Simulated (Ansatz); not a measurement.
Single-point calculation, with input and output: SnSe

- system: SnSe (2 atoms in the cell)
- method: DFT, PBE, plane waves, PAW, no spin polarisation (Ansatz 0.2.0)

The structure was built on a prototype by a generator. The geometry comes from this level: r2SCAN. It belongs to a series of runs on one base structure; here: low cutoff and coarse mesh. Figures and captions count atoms from 1; the log counts them from 0 in places.

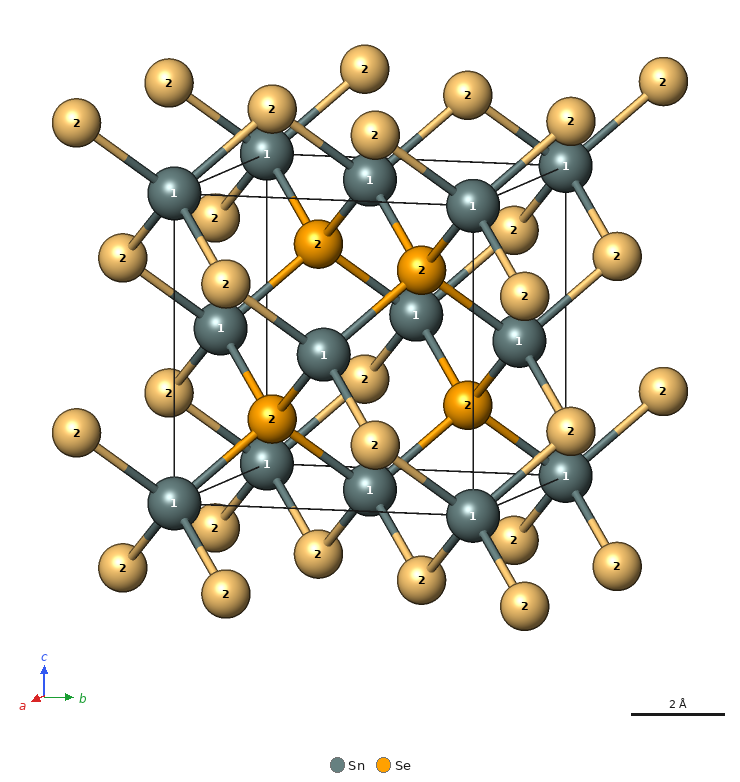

Figure 1. The structure as given in the input (ball-and-stick view of the cell 4 times as large as that of the calculation, set on its symmetry axes, seen slightly off an axis; neighbours outside the cell are drawn fainter; atoms are numbered from 1 in the order of the input). Near neighbours in the crystal (not all of them lie inside the picture): Sn has 4 Se at 2.91 Å; Se has 4 Sn at 2.91 Å.

## Key numbers

```json
{"quantity": "outcome", "value": "converged"}
{"quantity": "space group (tolerance 0.01 Å)", "value": "F-43m (216)"}
{"quantity": "electrons treated", "value": "30"}
{"quantity": "free energy", "value": "−11493.1432 eV"}
{"quantity": "Fermi energy", "value": "5.506 eV"}
{"quantity": "band gap", "value": "none (metallic)"}
{"quantity": "pressure", "value": "0.29 GPa"}
{"quantity": "largest force (length of the vector)", "value": "under 0.001 eV/Å"}
{"quantity": "hardware", "value": "2 threads of Arm Neoverse V2, 24 GiB of memory available, shared host"}
{"quantity": "wall time", "value": "0.85 s (CPU time 1.5 s)"}
{"quantity": "peak memory", "value": "0.28 GiB"}
```

## Remarks

Warnings of the run: the cutoff is below the recommended one.

## Input file
```yaml
crystal:
  lattice:
    - [0.0, 3.3639842884, 3.3639842884]
    - [3.3639842884, 0.0, 3.3639842884]
    - [3.3639842884, 3.3639842884, 0.0]
  atoms:
    - { symbol: Sn, position: [0.0, 0.0, 0.0] }
    - { symbol: Se, position: [0.25, 0.25, 0.25] }
kpoints:
  mp_grid: { grid: [4, 4, 4] }
  band_path:
    path:
      - [0.0, 0.0, 0.0]
      - [-0.5, -0.5, 0.0]
      - [-0.375, -0.375, 0.25]
      - [-0.375, 0.0, 0.375]
      - [0.0, 0.0, 0.5]
      - [-0.5, -0.25, 0.25]
    npoints: 1
hamiltonian:
  xc: pbe
scf:
  occupations: { method: fermi_dirac, width: 0.02 }
  n_extra_bands: 4
output:
  forces: true
  stress: true
  eigenvalues: true
basis:
  ecutwfc: 260
```

Run as:
```bash
ansatz run input.yaml --threads 2 --pin off --max-ram 2764MiB --backend cpu --events-out ev --progress --plain --runs-dir out
```

## What the program printed
```
Warning: basis.ecutwfc = 260 eV is below the records' recommended 420 eV, and the density's cutoff is lower with it unless basis.ecutrho_ratio is high enough to keep the records' density cutoff: compare with a run at a higher cutoff
scf.n_extra_bands = 4 over 15 filled bands (N_el = 30.0): the run solves 19 bands
Engine: ansatz 0.2.0, aarch64-unknown-linux-gnu
Pseudopotentials: kind: paw
Pseudopotential: Sn, paw, valence charge 14, recommended cutoff 420 eV (normal), Sn.paw.azcp
Pseudopotential: Se, paw, valence charge 16, recommended cutoff 420 eV (normal), Se.paw.azcp
Functional definition: PBE
  parameter kappa = 0.804
  parameter beta = 0.06672455060314922
  exchange = pbe_x(kappa = kappa, mu = beta*pi^2/3)
  correlation = pbe_c(beta = beta)
Crystal: 2 atoms, lattice volume = 76.136 Å³
Basis set: ecut = 260 eV, 725 PW (Γ), exchange–correlation on 54×54×54 points (8 copies of the dense FFT grid, shifted against one another)
Bands: 19, of which v1, the nominal top of the filled ones, is band 15 counted from 1 (14 counted from 0)
Symmetry: 24 space group operations
Space group: F-43m (ITA 216), of the structure as read, at distance tolerance 4.2e-5 Å
k-points: 8 of 64 (time reversal used)
Non-local potential: Sn, projectors of the file, l = 0: 2, l = 1: 2, l = 2: 2, l = 3: 2
Non-local potential: Se, projectors of the file, l = 0: 2, l = 1: 2, l = 2: 3, l = 3: 1
PAW form: soft (Blöchl's): semilocal exchange-correlation on the pseudo side does not see the compensation charge
PAW one-centre angular grid: Sn, 590 points (default); XC on 64 Gauss nodes
PAW one-centre angular grid: Se, 590 points (default); XC on 64 Gauss nodes
Initial density: superposition of atomic densities (neutral atoms: chi_scale 0, normalization atom), corrected by the library's trained network
Initial wavefunctions: pseudopotential atomic-orbital guess
Functional: x = pbe(κ = 0.804, μ = 0.2195149727645171), c = pbe(β = 0.06672455060314922)
SCF iter   1: F=—  HF=-11493.172492 eV  |F-HF|=—  |Δ(HF+E_count)|=         —  Δρ=4.82e-3  dr2=1.17e-2  ethr=1.77e-3  ⟨swp⟩=5.9  Hψ=707  notcnv=0
preconditioner: auto → LDOS  [metal: Δε(μ)=0.028 eV  Ē_g=8.756 eV  σ=0.020 eV  W_gap=0.32  n_scr=14 (ndim 8)  ℏωp=13.5 eV  f_vac=0.195  D(μ)=2.81/eV (n_scr^D=14)  β→1.0]
SCF iter   2: F=—  HF=-11493.158639 eV  |F-HF|=—  |Δ(HF+E_count)|=   1.39e-2  Δρ=4.37e-3  dr2=2.31e-2  ethr=3.89e-5  ⟨swp⟩=3.0  Hψ=389  notcnv=0
SCF iter   3: F=—  HF=-11493.143118 eV  |F-HF|=—  |Δ(HF+E_count)|=   1.55e-2  Δρ=4.48e-4  dr2=1.39e-4  ethr=3.89e-5  ⟨swp⟩=2.2  Hψ=307  notcnv=0
SCF iter   4: F=—  HF=-11493.143182 eV  |F-HF|=—  |Δ(HF+E_count)|=   6.47e-5  Δρ=1.74e-4  dr2=1.58e-5  ethr=4.63e-7  ⟨swp⟩=2.0  Hψ=304  notcnv=0
SCF iter   5: F=—  HF=-11493.143197 eV  |F-HF|=—  |Δ(HF+E_count)|=   1.47e-5  Δρ=6.43e-5  dr2=5.54e-6  ethr=5.26e-8  ⟨swp⟩=2.0  Hψ=233  notcnv=0
SCF iter   6: F=—  HF=-11493.143195 eV  |F-HF|=—  |Δ(HF+E_count)|=   1.52e-6  Δρ=1.97e-5  dr2=5.28e-7  ethr=1.85e-8  ⟨swp⟩=2.1  Hψ=242  notcnv=0
SCF iter   7: F=-11493.143196 eV  HF=-11493.143196 eV  |F-HF|=5.94e-9  |Δ(HF+E_count)|=   3.72e-7  Δρ=2.88e-6  dr2=1.56e-8  ethr=3.33e-10  ⟨swp⟩=5.9  Hψ=609  notcnv=0
SCF 1 converged in 7 iterations: F = -11493.143196 eV  dr2 = 1.56e-8
  greatest PAW one-centre occupation: 0.999 electrons in one spin orbital (limit 2), on the Se atom at site 1 (counted from 0), in its partial waves of l = 2
```

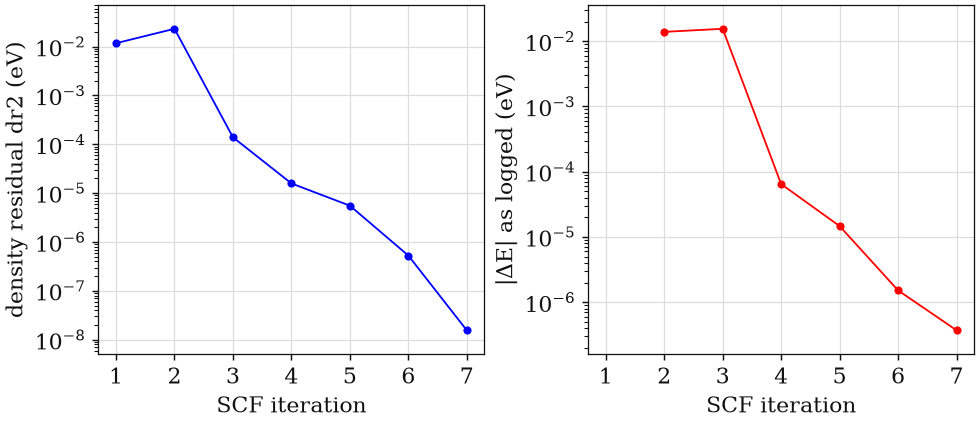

Figure 2. Convergence of the self-consistent field: density residual dr2 and size of the energy change against the SCF iteration. The residual falls almost steadily, with no more than small rises.

```
NSCF: frozen V_eff on 6 k-points
SCF converged after 7 iterations
Free energy (F): -11493.143196 eV
Harris-Foulkes:  -11493.143196 eV  (|F-HF|=5.94e-9)
Internal energy: -11493.139642 eV  (E = F + TS)
E sigma→0 (E₀):  -11493.141419 eV
Entropy (-TS):   -0.003554 eV (-1.777 meV/atom)
Fermi energy:    5.506041 eV
--- Per-component energies (eV) ---
  E_band       = -591.873162
  E_kinetic    = 305.209490
  E_local      = -4137.523451  (includes V_loc(G=0)·N_el)
  E_nonlocal   = -622.890573
  E_hartree    = 2101.766768
  E_xc         = -487.410340
  E_vxc        = -194.236043  (∫ρ·V_xc dr)
  E_paw        = -6050.121372  (= ΣΔE_a)
  E_vpaw       = -145.955863  (= ΣTr[D̂ρ^β])
  E_aug_tail   = -0.007480  (compensation charges beyond the density's cutoff)
  E_ewald      = -2602.162684
  E_smearing   = -0.003554  (= −TS)
  E_closure    = 0.000000  (closes the sum)
  Σ components = -11493.143196   (vs F -11493.143196, Δ=0.00e0)
--- Forces (eV/Å), atoms counted from 1 ---
  atom   1  Sn    -0.00000000    -0.00000000    -0.00000000
  atom   2  Se     0.00000000    -0.00000000    -0.00000000
  max |Σ_I F_I| component: 4.07e-16 eV/Å
--- Stress (GPa, compression-positive) ---
        0.293456      -0.000000      -0.000000
       -0.000000       0.293456       0.000000
       -0.000000       0.000000       0.293456
  P = ⅓ Tr σ = 0.2935 GPa (2.935 kbar)
--- Band table (eV; the first three rows and the last of 8) ---
  k-point 0: bands = ["-42.7447", "-42.7447", "-42.7447", "-42.7378", "-42.7378", "-16.4435", "-16.4435", "-16.4435", "-16.4263", "-16.4263", "-7.8411", "0.1390", "3.1591", "3.1591", "3.1591", "6.9869", "6.9869", "6.9869", "10.2757"]
  k-point 1: bands = ["-42.7477", "-42.7444", "-42.7444", "-42.7411", "-42.7411", "-16.4485", "-16.4405", "-16.4405", "-16.4295", "-16.4295", "-7.6309", "-0.8927", "2.8780", "2.8780", "3.4211", "7.3791", "7.4608", "7.4608", "11.6833"]
  k-point 2: bands = ["-42.7408", "-42.7408", "-42.7399", "-42.7393", "-42.7393", "-16.4421", "-16.4359", "-16.4359", "-16.4264", "-16.4264", "-7.3867", "-1.7139", "2.6508", "2.6508", "3.2859", "7.7390", "7.7390", "8.7996", "11.8099"]
  k-point 7: bands = ["-42.7449", "-42.7440", "-42.7414", "-42.7412", "-42.7411", "-16.4462", "-16.4400", "-16.4370", "-16.4323", "-16.4311", "-7.2208", "-1.9502", "1.6727", "1.7608", "5.4892", "7.1046", "7.6378", "9.4011", "10.8794"]
```

## File bands.tsv
```
# k_distance	band_0	band_1	band_2	band_3	band_4	band_5	band_6	band_7	band_8	band_9	band_10	band_11	band_12	band_13	band_14	band_15	band_16	band_17	band_18
# fermi_ev = 5.506041
# lock_threshold_ev = 1e-6
# [0, 0, 0] at k_distance = 0.000000
# [-0.5, -0.5, 0] at k_distance = 0.933890
# [-0.375, -0.375, 0.25] at k_distance = 1.264071
# [-0.375, 0, 0.375] at k_distance = 1.835959
# [0, 0, 0.5] at k_distance = 2.407848
# [-0.5, -0.25, 0.25] at k_distance = 3.068208
# levels_relative_to = fermi_ev
# free_energy_ev = -11493.143196
# largest_residual_norms_ev = 1.169e-4 1.221e-4 1.416e-4 1.188e-4 1.215e-4 5.689e-4 5.116e-4 6.193e-4 5.105e-4 5.727e-4 2.533e-4 3.602e-4 4.860e-4 6.283e-4 1.018e-3 7.408e-4 1.036e-3 1.119e-3 1.459e-3
0.000000	-48.250770	-48.250770	-48.250770	-48.243851	-48.243851	-21.949585	-21.949585	-21.949585	-21.932293	-21.932293	-13.347095	-5.367073	-2.346970	-2.346970	-2.346970	1.480852	1.480852	1.480852	4.769690
0.933890	-48.255861	-48.253664	-48.253664	-48.250517	-48.248897	-21.962775	-21.948928	-21.948928	-21.939801	-21.938489	-12.730105	-7.490830	-3.542601	-3.542601	-0.676432	-0.008208	4.326057	4.326057	5.543925
1.264071	-48.250479	-48.248693	-48.248100	-48.247938	-48.247160	-21.952674	-21.945816	-21.943882	-21.937272	-21.935790	-12.742147	-7.439413	-3.980658	-3.341448	-0.543711	1.170071	3.363177	3.628913	5.186579
1.835959	-48.250479	-48.248693	-48.248100	-48.247938	-48.247160	-21.952674	-21.945816	-21.943882	-21.937272	-21.935790	-12.742147	-7.439413	-3.980658	-3.341448	-0.543711	1.170071	3.363177	3.628913	5.186579
2.407848	-48.246824	-48.246824	-48.245939	-48.245319	-48.245319	-21.948156	-21.941918	-21.941918	-21.932410	-21.932410	-12.892752	-7.219967	-2.855201	-2.855201	-2.220177	2.233006	2.233006	3.293591	6.303882
3.068208	-48.250948	-48.250070	-48.247466	-48.247217	-48.247146	-21.952243	-21.946053	-21.943033	-21.938361	-21.937154	-12.726801	-7.456225	-3.833315	-3.745215	-0.016890	1.598593	2.131781	3.895092	5.373385
```
